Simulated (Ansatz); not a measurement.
Mo14S25 (cell charge +1, with a compensating background) (cell with a defect)

Input file:

```
crystal:
  lattice:
    - [4.7777649742, 4.5974064899, -7.4383347221]
    - [1.5925883247, -6.4363690859, -7.4383347221]
    - [-6.3703532989, 1.838962596, -7.4383347221]
  atoms:
    - { symbol: Mo, position: [0.3051909464, 0.7705386278, 0.9220845957] }
    - { symbol: Mo, position: [0.5388465505, 0.8448135281, 0.6124625026] }
    - { symbol: Mo, position: [0.0733868369, 0.6950537042, 0.2309055994] }
    - { symbol: Mo, position: [0.6144013844, 0.5413536876, 0.8450345974] }
    - { symbol: Mo, position: [0.1611649507, 0.3911749534, 0.4697215495] }
    - { symbol: Mo, position: [0.2329534964, 0.0785863961, 0.6928902911] }
    - { symbol: Mo, position: [0.7662674995, 0.9206220051, 0.3061575629] }
    - { symbol: Mo, position: [0.852600895, 0.6069071702, 0.5412577013] }
    - { symbol: Mo, position: [0.3817058802, 0.4626150087, 0.1550662613] }
    - { symbol: Mo, position: [0.9317979893, 0.314687194, 0.7758568343] }
    - { symbol: Mo, position: [0.4572894804, 0.1560032515, 0.3826050503] }
    - { symbol: Mo, position: [-0.0030852202, 0.0037570006, -0.0032326673] }
    - { symbol: Mo, position: [0.6916544394, 0.2316823102, 0.0742331755] }
    - { symbol: Mo, position: [0.9352455114, 0.2942541072, 0.5248666803], spin: 3.0 }
    - { symbol: S, position: [0.1271170855, 0.4443573943, 0.2244163725] }
    - { symbol: S, position: [0.6825899086, 0.2962080989, 0.8171973355] }
    - { symbol: S, position: [0.1957643144, 0.1421275846, 0.4483331259] }
    - { symbol: S, position: [0.7482640608, 0.9819517722, 0.0554536858] }
    - { symbol: S, position: [0.8279390194, 0.6652893913, 0.2935212253] }
    - { symbol: S, position: [0.3640804582, 0.5206859874, 0.9050523448] }
    - { symbol: S, position: [0.441090926, 0.2144206903, 0.1319250055] }
    - { symbol: S, position: [0.9807688029, 0.0703621197, 0.7356878527] }
    - { symbol: S, position: [0.5157407912, 0.9051888516, 0.3641198478] }
    - { symbol: S, position: [0.0550338118, 0.7534951828, 0.9802920459] }
    - { symbol: S, position: [0.6026425608, 0.5909126319, 0.594834502] }
    - { symbol: S, position: [0.2885491033, 0.8286414268, 0.6723731681] }
    - { symbol: S, position: [0.0495166803, 0.5130266091, 0.6650342492] }
    - { symbol: S, position: [0.2762584876, 0.593147159, 0.3479990474] }
    - { symbol: S, position: [0.8080934607, 0.4353637079, 0.9739704982] }
    - { symbol: S, position: [0.3603878132, 0.272325794, 0.5852812126] }
    - { symbol: S, position: [0.8873742215, 0.119861737, 0.1977798081] }
    - { symbol: S, position: [0.9636582812, 0.8131137154, 0.4295553386] }
    - { symbol: S, position: [0.5023284378, 0.6613394898, 0.0444205138] }
    - { symbol: S, position: [0.5808228904, 0.3512362684, 0.2741498357] }
    - { symbol: S, position: [0.1279784557, 0.1954654213, 0.8951030802] }
    - { symbol: S, position: [0.6578588096, 0.0445439459, 0.5012469069] }
    - { symbol: S, position: [0.1938635534, 0.8938323859, 0.1192287818] }
    - { symbol: S, position: [0.737865847, 0.7364164161, 0.7335465685] }
    - { symbol: S, position: [0.4321901203, 0.964351536, 0.8122965032] }
  host:
    lattice:
      - [1.5925883247, 0.919481298, 7.4383347221]
      - [-1.5925883247, 0.919481298, 7.4383347221]
      - [0.0, -1.838962596, 7.4383347221]
    atoms:
      - { symbol: Mo, position: [0.9997777723, 0.9997777723, 0.9997777723] }
      - { symbol: S, position: [0.4031330547, 0.4031330547, 0.4031330547] }
      - { symbol: S, position: [0.263090173, 0.263090173, 0.263090173] }
total_charge: 1
basis:
  ecutwfc: 420
  xc_grid: 2
kpoints:
  mp_grid: { grid: [2, 2, 2], shift: [0.5, 0.5, 0.5] }
hamiltonian:
  xc: pbe
scf:
  occupations: { method: gaussian, width: 0.01 }
output:
  forces: true
  stress: false
  eigenvalues: true
  populations: true
  charged_corrections:
    defect_position: [0.90455925, 0.36609771, 0.51994387]
    epsilon: [[12.869, 0.0, 0.0], [0.0, 12.869, 0.0], [0.0, 0.0, 3.268]]
  write_density: true
  write_potential: true
  elf: true
  volumetric_format: npy
magnetization:
  spin_polarized: true
relax:
  adjacent_minimum: "off"
  f_tol: 0.025
  max_steps: 45
```

Launched as:

```sh
ansatz run input.yaml --threads 4 --pin off --max-ram 10240MiB --backend cpu --events-out ev --progress --plain --runs-dir out
```

Spin-polarised.

All numbers below come from DFT PBE, scalar-relativistic, plane waves, PAW in Ansatz 0.2.0.

The density is the valence pseudo-density of a PAW calculation; it isn't the true density close to the nuclei.

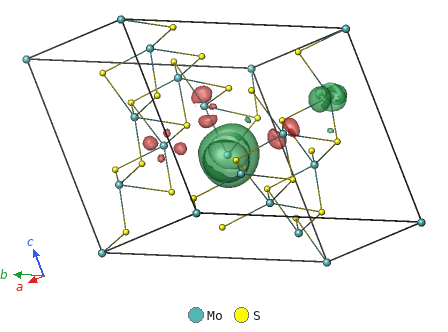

Figure 1. Isosurfaces of the spin density at +0.015 (green) and −0.015 e/Å³ (red), seen at an oblique angle. Sticks mark near contacts.

Where is the spin, and how is it ordered?

Answer. The spin density sits on Mo: +0.7 μB in one cell of 39 atoms, with smaller moments on other sites: Mo (up to +0.05 μB): a single local moment. The cell of the calculation (39 atoms) carries 1.0 μB of net spin moment.

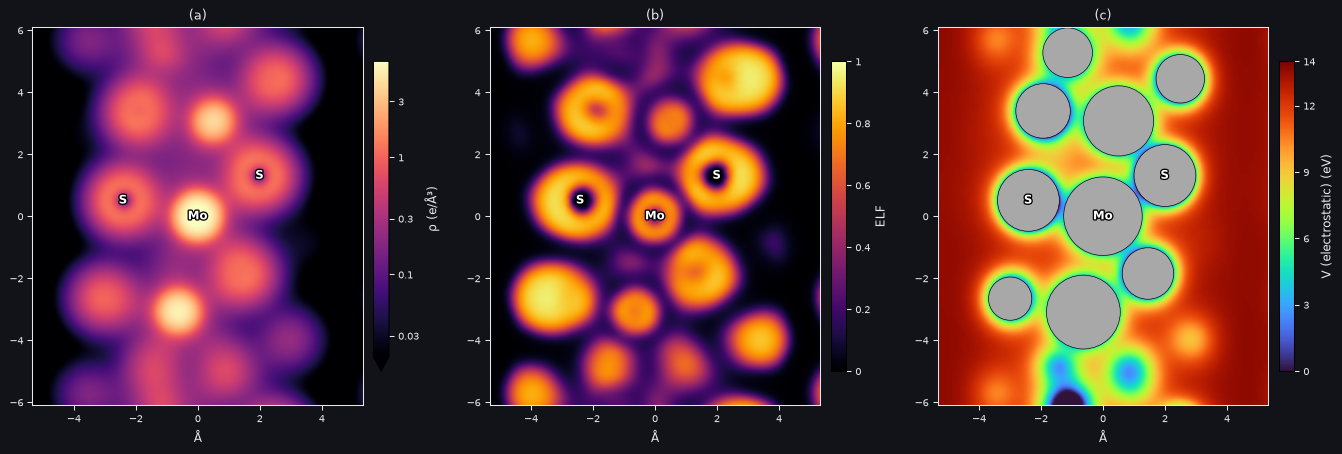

Figure 2. (a) valence electron density; (b) ELF; (c) electrostatic potential (local pseudopotential plus Hartree) felt by an electron on the (101) plane of the calculation cell. Grey discs cover the atomic cores in the potential map.

What does the map show?

Answer. Atoms in the plane: Mo and S.
Atoms just off the plane (Mo, 0.4 Å away and S, 0.5 Å away) can leave unmarked features too.
Mo–S (2.39 Å): ρ at the midpoint is about 0.62 e/Å³; the ELF peaks at about 0.85 in the valence shell of S, 0.8 Å from its nucleus, and is about 0.45 at the midpoint.
Between the atoms the lowest density in this plane is 0.003 e/Å³.
The features right at Mo lie inside the PAW spheres, where the map follows smoothed inner orbitals and isn't to be read closely.
Outside the cores the potential energy rises away from the atoms and is highest about 2.2 Å from the nearest atoms; its zero is arbitrary.

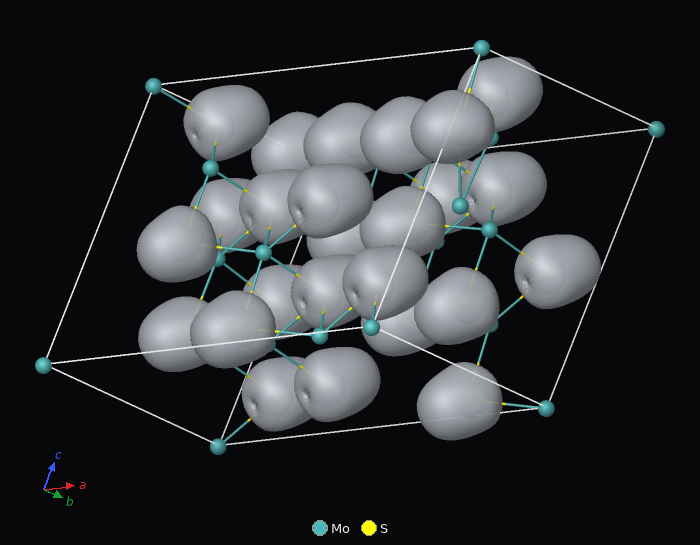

Figure 3. Isosurface of the electron localisation function at 0.7 (grey), seen at an oblique angle. Only the valence region is drawn (cores and ρ < 0.01 e/Å³ removed). Sticks mark near contacts.

Describe the localisation domains.

Answer. At this value the surface marks out 25 regions wrapped around S (the valence shell of each), counted in one cell of 39 atoms. Regions shared between cells count once. Profiles from the grid: Mo–Mo (2.56 Å): the ELF is about 0.45 at the midpoint.

Does the calculation make it a metal, or give it a gap?

Answer. It is gapped, with a Kohn–Sham gap of 0.47 eV on the k-point mesh, an upper bound to the gap of this method.
